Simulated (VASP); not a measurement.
# Run report: SnS, geometry relaxation (part 2 of 4)

SnS (Pnma, 8 atoms in the cell); Kohn-Sham DFT of a periodic cell, PBE, VASP PAW PBE potentials, minimal, no spin polarisation (VASP 6.6.1); cutoff 300 eV, 2×4×3 k-mesh, Gaussian smearing of 0.03 eV. The structure derives from an entry of the Crystallography Open Database.

Geometry of the input (Å; fractional positions):
```
11.2000  0.0000  0.0000
0.0000  3.9870  0.0000
0.0000  0.0000  4.3340
Sn 0.1194  0.2500  0.1198
Sn 0.3806  0.7500  0.6198
Sn 0.6194  0.2500  0.3802
Sn 0.8806  0.7500  0.8802
S  0.8508  0.2500  0.4793
S  0.6492  0.7500  0.9793
S  0.3508  0.2500  0.0207
S  0.1492  0.7500  0.5207
```

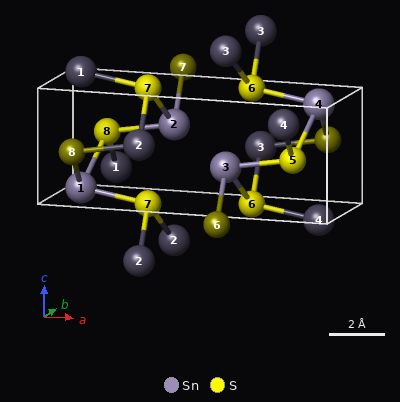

**Figure 1.** The starting structure (ball-and-stick view of the cell of the calculation, seen slightly off an axis; neighbours outside the cell are drawn fainter; atoms are numbered from 1 in the order of the input).

**Parts of OUTCAR, continued**
```
Analysis of symmetry for dynamics (positions and initial velocities):
=====================================================================
 Subroutine PRICEL returns:
 Original cell was already a primitive cell.

 Routine SETGRP: Setting up the symmetry group for a
 simple orthorhombic supercell.

 Subroutine GETGRP returns: Found  8 space group operations
 (whereof  2 operations were pure point group operations)
 out of a pool of  8 trial point group operations.

The dynamic configuration has the point symmetry S_2 .
 The point group associated with its full space group is D_2h.

 Subroutine INISYM returns: Found  8 space group operations
 (whereof  2 operations are pure point group operations),
 and found     1 'primitive' translations

----------------------------------------------------------------------------------------

                                     Primitive cell

  volume of cell :     193.5322

  direct lattice vectors                    reciprocal lattice vectors
    11.200000000  0.000000000  0.000000000     0.089285714  0.000000000  0.000000000
     0.000000000  3.987000000  0.000000000     0.000000000  0.250815149  0.000000000
     0.000000000  0.000000000  4.334000000     0.000000000  0.000000000  0.230733733

  length of vectors
    11.200000000  3.987000000  4.334000000     0.089285714  0.250815149  0.230733733

  position of ions in fractional coordinates (direct lattice)
     0.119400000  0.250000000  0.119800000
     0.380600000  0.750000000  0.619800000
     0.619400000  0.250000000  0.380200000
     0.880600000  0.750000000  0.880200000
     0.850800000  0.250000000  0.479300000
     0.649200000  0.750000000  0.979300000
     0.350800000  0.250000000  0.020700000
     0.149200000  0.750000000  0.520700000

  ion indices of the primitive-cell ions
   primitive index   ion index
                 1           1
                 2           2
                 3           3
                 4           4
                 5           5
                 6           6
                 7           7
                 8           8

----------------------------------------------------------------------------------------

 KPOINTS: k-points

Automatic generation of k-mesh.
 Grid dimensions read from file:
 generate k-points for:    2    4    3

 Generating k-lattice:

  Cartesian coordinates                     Fractional coordinates (reciprocal lattice)
     0.044642857  0.000000000  0.000000000     0.500000000  0.000000000  0.000000000
     0.000000000  0.062703787  0.000000000     0.000000000  0.250000000  0.000000000
     0.000000000  0.000000000  0.076911244     0.000000000  0.000000000  0.333333333

  Length of vectors
     0.044642857  0.062703787  0.076911244

  Shift w.r.t. Gamma in fractional coordinates (k-lattice)
     0.000000000  0.000000000  0.000000000

 Subroutine IBZKPT returns following result:
 ===========================================

 Found     12 irreducible k-points:

 Following reciprocal coordinates:
            Coordinates               Weight
  0.000000  0.000000  0.000000      1.000000
  0.500000  0.000000  0.000000      1.000000
  0.000000  0.250000  0.000000      2.000000
  0.500000  0.250000  0.000000      2.000000
  0.000000  0.500000  0.000000      1.000000
  0.500000  0.500000  0.000000      1.000000
  0.000000  0.000000  0.333333      2.000000
  0.500000  0.000000  0.333333      2.000000
  0.000000  0.250000  0.333333      4.000000
  0.500000  0.250000  0.333333      4.000000
  0.000000  0.500000  0.333333      2.000000
  0.500000  0.500000  0.333333      2.000000
   k-points           NKPTS =     12   k-points in BZ     NKDIM =     12   number of bands    NBANDS=     25
   number of dos      NEDOS =    301   number of ions     NIONS =      8
   total plane-waves  NPLWV =  36864
   dimension x,y,z NGX =    64 NGY =   24 NGZ =   24
   dimension x,y,z NGXF=   128 NGYF=   48 NGZF=   48
   ions per type =               4   4
   NGX,Y,Z   is equivalent  to a cutoff of   9.50, 10.01,  9.21 a.u.
   NGXF,Y,Z  is equivalent  to a cutoff of  19.00, 20.01, 18.41 a.u.
 SYSTEM =  SnS
   PREC   = accura    normal or accurate (medium, high low for compatibility)
   ISTART =      0    job   : 0-new  1-cont  2-samecut
   ICHARG =      2    charge: 1-file 2-atom 10-const
   ISPIN  =      1    spin polarized calculation?
   LNONCOLLINEAR =      F non collinear calculations
   LSORBIT =      F    spin-orbit coupling
   LASPH  =      T    aspherical Exc in radial PAW
   ENCUT  =  300.0 eV  22.05 Ry    4.70 a.u.  15.82  5.63  6.12*2*pi/ulx,y,z
   NELM   =     80;   NELMIN=  2; NELMDL= -5     # of ELM steps
   EDIFF  = 0.1E-05   stopping-criterion for ELM
   LREAL  =      F    real-space projection
   EDIFFG = -.1E-01   stopping-criterion for IOM
   NSW    =     90    number of steps for IOM
   IBRION =      2    ionic relax: 0-MD 1-quasi-New 2-CG
   NFREE  =      1    steps in history (QN), initial steepest desc. (CG)
   ISIF   =      3    stress and relaxation
   ISYM   =      2    0-nonsym 1-usesym 2-fastsym
   POTIM  = 0.5000    time-step for ionic-motion
   TEBEG  =    0.0;   TEEND  =   0.0 temperature during run
   PSTRESS=    0.0 pullay stress
   NELECT =      40.0000    total number of electrons
   NUPDOWN=      -1.0000    fix difference up-down
   EMIN   =  10.00;   EMAX   =-10.00  energy-range for DOS
   EFERMI =   0.00;   METHOD = LEGACY
   ISMEAR =     0;   SIGMA  =   0.03  broadening in eV -4-tet -1-fermi 0-gaus
   EFERMI_NEDOS =   21; number of points for ismear=-14 and -15
   IALGO  =     38    algorithm
   IMIX   =      4    mixing-type and parameters
     AMIX     =   0.40;   BMIX     =  1.00
     AMIX_MAG =   1.60;   BMIX_MAG =  1.00
  volume/ion in A,a.u.               =      24.19       163.25
  Fermi-wavevector in a.u.,A,eV,Ry     =   0.967930  1.829122 12.747131  0.936888
  Thomas-Fermi vector in A             =   2.097857
   LORBIT       =      0    0 simple, 1 ext, 2 COOP (PROOUT), +10 PAW based schemes
   GGA     = PE    functional components
   LHFCALC =     F    Hartree Fock is set to
   AEXX    =    0.0000 exact exchange contribution
   IVDW    =     0    specifies the selected vdW correction
   LEPSILON=     F    determine dielectric tensor
   LRPA    =     F    only Hartree local field effects (RPA)
 conjugate gradient relaxation of ions
 non-spin polarized calculation
 Gauss-broadening in eV      SIGMA  =   0.03
  energy-cutoff  :      300.00
  volume of cell :      193.53
 maximum number of plane-waves:      2300
 NGX is ok and might be reduce to    64
   NGX = 31   NGY = 11   NGZ = 13

--------------------------------------- Ionic step        1  -------------------------------------------

 number of electron      40.0000022 magnetization

 Free energy of the ion-electron system (eV)
  ---------------------------------------------------
  ext. energy  EPLUGINS =         0.00000000
  ---------------------------------------------------
  free energy    TOTEN  =       -35.44219314 eV

  energy without entropy =      -35.44219314  energy(sigma->0) =      -35.44219314

 E-fermi :   4.7413     XC(G=0):  -9.7608     alpha+bet :-10.1907

 val. band max:        4.5895710994   @ k =   0.0000   0.0000   0.3333
 cond. band min:       5.6186229364   @ k =   0.0000   0.0000   0.0000
 fundamental gap:      1.0290518370
 Fermi energy:         4.7413152585

 k-point     1 :       0.0000    0.0000    0.0000
  band No.  band energies     occupation
      1      -9.1785      2.00000
      2      -8.8570      2.00000
      3      -7.9446      2.00000
      4      -7.4697      2.00000
      5      -2.5660      2.00000
      6      -1.4963      2.00000
      7      -0.8588      2.00000
      8      -0.0159      2.00000
      9       0.0056      2.00000
     10       1.0415      2.00000
     11       1.1407      2.00000
     12       1.2271      2.00000
     13       1.4961      2.00000
     14       1.5294      2.00000
     15       2.2562      2.00000
     16       2.5480      2.00000
     17       2.7644      2.00000
     18       3.5075      2.00000
     19       3.8934      2.00000
     20       4.1575      2.00000
     21       5.6186      0.00000
     22       7.6109      0.00000
     23       7.6472      0.00000
     24       7.7192      0.00000
     25       8.0434      0.00000

 k-point     2 :       0.5000    0.0000    0.0000
  band No.  band energies     occupation
      1      -9.0449      2.00000
      2      -9.0449      2.00000
      3      -7.6806      2.00000
      4      -7.6806      2.00000
      5      -2.2430      2.00000
      6      -2.2430      2.00000
      7      -0.0711      2.00000
      8      -0.0711      2.00000
      9       0.3358      2.00000
     10       0.3358      2.00000
     11       1.2956      2.00000
     12       1.2956      2.00000
     13       1.6660      2.00000
     14       1.6660      2.00000
     15       2.4144      2.00000
     16       2.4144      2.00000
     17       2.5493      2.00000
     18       2.5493      2.00000
     19       4.0674      2.00000
     20       4.0674      2.00000
     21       7.3281      0.00000
     22       7.3281      0.00000
     23       7.3942      0.00000
     24       7.3942      0.00000
     25       8.7533      0.00000

 k-point     3 :       0.0000    0.2500    0.0000
  band No.  band energies     occupation
      1      -8.8072      2.00000
      2      -8.5304      2.00000
      3      -7.7910      2.00000
      4      -7.4741      2.00000
      5      -3.0008      2.00000
      6      -2.2285      2.00000
      7      -1.4959      2.00000
      8      -1.1828      2.00000
      9      -0.1358      2.00000
     10       1.1380      2.00000
     11       1.4733      2.00000
     12       1.5085      2.00000
     13       1.7303      2.00000
     14       1.7961      2.00000
     15       2.6124      2.00000
     16       2.6366      2.00000
     17       2.9519      2.00000
     18       3.8528      2.00000
     19       3.9135      2.00000
     20       4.4568      2.00000
     21       5.8659      0.00000
     22       6.1105      0.00000
     23       7.2193      0.00000
     24       7.3475      0.00000
     25       7.5178      0.00000

 k-point     4 :       0.5000    0.2500    0.0000
  band No.  band energies     occupation
      1      -8.6907      2.00000
      2      -8.6907      2.00000
      3      -7.6093      2.00000
      4      -7.6093      2.00000
      5      -2.7119      2.00000
      6      -2.7119      2.00000
      7      -1.3171      2.00000
      8      -1.3171      2.00000
      9       0.6656      2.00000
     10       0.6656      2.00000
     11       1.3104      2.00000
     12       1.3104      2.00000
     13       2.0650      2.00000
     14       2.0650      2.00000
     15       2.4892      2.00000
     16       2.4892      2.00000
     17       3.0381      2.00000
     18       3.0381      2.00000
     19       4.1673      2.00000
     20       4.1673      2.00000
     21       6.4929      0.00000
     22       6.4929      0.00000
     23       7.4220      0.00000
     24       7.4220      0.00000
     25       7.9102      0.00000

 k-point     5 :       0.0000    0.5000    0.0000
  band No.  band energies     occupation
      1      -7.9590      2.00000
      2      -7.9590      2.00000
      3      -7.8878      2.00000
      4      -7.8878      2.00000
      5      -3.0625      2.00000
      6      -3.0625      2.00000
      7      -2.3982      2.00000
      8      -2.3982      2.00000
      9       0.9360      2.00000
     10       0.9360      2.00000
     11       2.0145      2.00000
     12       2.0145      2.00000
     13       2.1431      2.00000
     14       2.1431      2.00000
     15       2.6036      2.00000
     16       2.6036      2.00000
     17       3.6777      2.00000
     18       3.6777      2.00000
     19       3.7633      2.00000
     20       3.7633      2.00000
     21       5.9584      0.00000
     22       5.9584      0.00000
     23       6.3528      0.00000
     24       6.3528      0.00000
     25       6.8632      0.00000

 [... the levels of 6 k-points are left out ...]

 k-point    12 :       0.5000    0.5000    0.3333
  band No.  band energies     occupation
      1      -7.7486      2.00000
      2      -7.7486      2.00000
      3      -7.7486      2.00000
      4      -7.7486      2.00000
      5      -2.3143      2.00000
      6      -2.3143      2.00000
      7      -2.3143      2.00000
      8      -2.3143      2.00000
      9       0.2372      2.00000
     10       0.2372      2.00000
     11       0.2372      2.00000
     12       0.2372      2.00000
     13       1.3376      2.00000
     14       1.3376      2.00000
     15       1.3376      2.00000
     16       1.3376      2.00000
     17       3.0300      2.00000
     18       3.0300      2.00000
     19       3.0300      2.00000
     20       3.0300      2.00000
     21       7.3833      0.00000
     22       7.3833      0.00000
     23       7.3833      0.00000
     24       7.3833      0.00000
     25       8.5896      0.00000

------------------------ aborting loop because EDIFF is reached ----------------------------------------

  FORCE on cell =-STRESS in cart. coord.  units (eV):
  Direction    XX          YY          ZZ          XY          YZ          ZX
  --------------------------------------------------------------------------------------
  -------------------------------------------------------------------------------------
  Total        3.2446154      2.2081644      1.7674072      0.0000000      0.0000000      0.0000000
  in kB       26.8609050     18.2805315     14.6316746      0.0000000      0.0000000      0.0000000
  external PRESSURE =      19.9243704 kB  Pullay stress =       0.0000000 kB

 VOLUME and BASIS-vectors are now :
 -----------------------------------------------------------------------------
  energy-cutoff  :      300.00
  volume of cell :      193.53
      direct lattice vectors                 reciprocal lattice vectors
    11.200000000  0.000000000  0.000000000     0.089285714  0.000000000  0.000000000
     0.000000000  3.987000000  0.000000000     0.000000000  0.250815149  0.000000000
     0.000000000  0.000000000  4.334000000     0.000000000  0.000000000  0.230733733

 POSITION                                       TOTAL-FORCE (eV/Angst)
 -----------------------------------------------------------------------------------
      1.33728      0.99675      0.51921        -0.138526      0.000000     -0.065029
      4.26272      2.99025      2.68621         0.138526     -0.000000     -0.065029
      6.93728      0.99675      1.64779        -0.138526     -0.000000      0.065029
      9.86272      2.99025      3.81479         0.138526     -0.000000      0.065029
      9.52896      0.99675      2.07729         0.201379     -0.000000     -0.058712
      7.27104      2.99025      4.24429        -0.201379      0.000000     -0.058712
      3.92896      0.99675      0.08971         0.201379     -0.000000      0.058712
      1.67104      2.99025      2.25671        -0.201379     -0.000000      0.058712
 -----------------------------------------------------------------------------------
    total drift:                                0.000000     -0.000000      0.000000

  FREE ENERGIE OF THE ION-ELECTRON SYSTEM (eV)
  ---------------------------------------------------
  free  energy   TOTEN  =       -35.4421931413 eV

  energy  without entropy=      -35.4421931413  energy(sigma->0) =      -35.44219314

--------------------------------------- Ionic step        2  -------------------------------------------

 number of electron      40.0000033 magnetization

------------------------ aborting loop because EDIFF is reached ----------------------------------------

  FORCE on cell =-STRESS in cart. coord.  units (eV):
  Direction    XX          YY          ZZ          XY          YZ          ZX
  --------------------------------------------------------------------------------------
  -------------------------------------------------------------------------------------
  Total       -1.0872535     -0.9713702     -1.1593092      0.0000000      0.0000000      0.0000000
  in kB       -8.6203267     -7.7015415     -9.1916223      0.0000000      0.0000000      0.0000000
  external PRESSURE =      -8.5044968 kB  Pullay stress =       0.0000000 kB

 VOLUME and BASIS-vectors are now :
```
